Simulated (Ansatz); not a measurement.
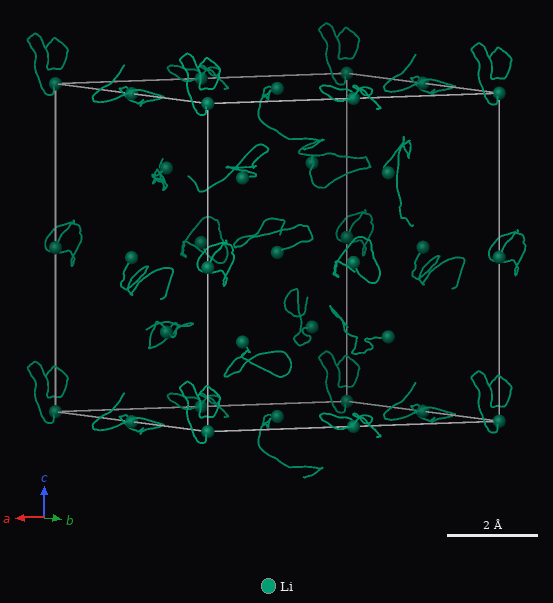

A Born-Oppenheimer molecular dynamics run of a 16-atom cell of Li, 250 fs long. The cell was cut from the bcc crystal. Lines trace each atom's path, in the colour of its element; spheres stand at the starting positions. Seen from a free direction in the simulation cell.

Theory: DFT PBE, scalar-relativistic, plane waves, PAW in Ansatz 0.2.0. Run with plane-wave cutoff 420 eV; k-point mesh 2 × 2 × 2; Fermi-Dirac smearing 0.16 eV; volume 1.15 times that of the relaxed crystal; Langevin thermostat (NVT); set temperature 1800 K; time step 1 fs; friction 0.02 per fs.

Input file:
```yaml
crystal:
  lattice:
    - [7.312873, 0.0, 0.0]
    - [0.0, 7.312873, 0.0]
    - [0.0, 0.0, 7.312873]
  atoms:
    - { symbol: Li, position: [0.0, 0.0, 0.0] }
    - { symbol: Li, position: [0.5, 0.0, 0.0] }
    - { symbol: Li, position: [0.0, 0.5, 0.0] }
    - { symbol: Li, position: [0.0, 0.0, 0.5] }
    - { symbol: Li, position: [0.25, 0.25, 0.25] }
    - { symbol: Li, position: [0.5, 0.5, 0.0] }
    - { symbol: Li, position: [0.5, 0.0, 0.5] }
    - { symbol: Li, position: [0.75, 0.25, 0.25] }
    - { symbol: Li, position: [0.0, 0.5, 0.5] }
    - { symbol: Li, position: [0.25, 0.75, 0.25] }
    - { symbol: Li, position: [0.25, 0.25, 0.75] }
    - { symbol: Li, position: [0.5, 0.5, 0.5] }
    - { symbol: Li, position: [0.75, 0.75, 0.25] }
    - { symbol: Li, position: [0.75, 0.25, 0.75] }
    - { symbol: Li, position: [0.25, 0.75, 0.75] }
    - { symbol: Li, position: [0.75, 0.75, 0.75] }
basis:
  ecutwfc: 420.0
kpoints:
  mp_grid: { grid: [2, 2, 2] }
hamiltonian:
  xc: pbe
scf:
  occupations: { method: fermi_dirac, width: 0.16 }
  lower_state_search: "off"
md:
  timestep: 1
  n_steps: 250
  ensemble: nvt_langevin
  temperature: 1800.0
  initial_velocities: maxwell_boltzmann
  seed: 546118
  friction: 0.02
```

Launched with:
```bash
ansatz run input.yaml --threads 1 --pin off --max-ram 3072MiB --backend cpu --events-out ev --progress --plain --runs-dir out
```

> What do the traces tell about the motion?

In the second half of the run the atoms are, in the root-mean-square, this far from where they began (common drift taken out): Li 0.92 Å. Against the typical shortest distance between atoms in the first frame, about 3.2 Å these are large excursions, but over 250 fs one can't yet tell strong vibration from the start of diffusion. The mean temperature in the second half is 1883 K (standard deviation 290 K). The potential energy is still drifting at the end, so the run hasn't reached equilibrium. The potential energy in the second half lies on average 244 meV per atom above the first frame.

Limits of the set-up: the k-point mesh is coarse for a cell with partly filled bands.

The run took 12 min on 1 thread of Intel(R) Xeon(R) Platinum 8488C (Sapphire Rapids) (shared host), peak memory 0.66 GiB.
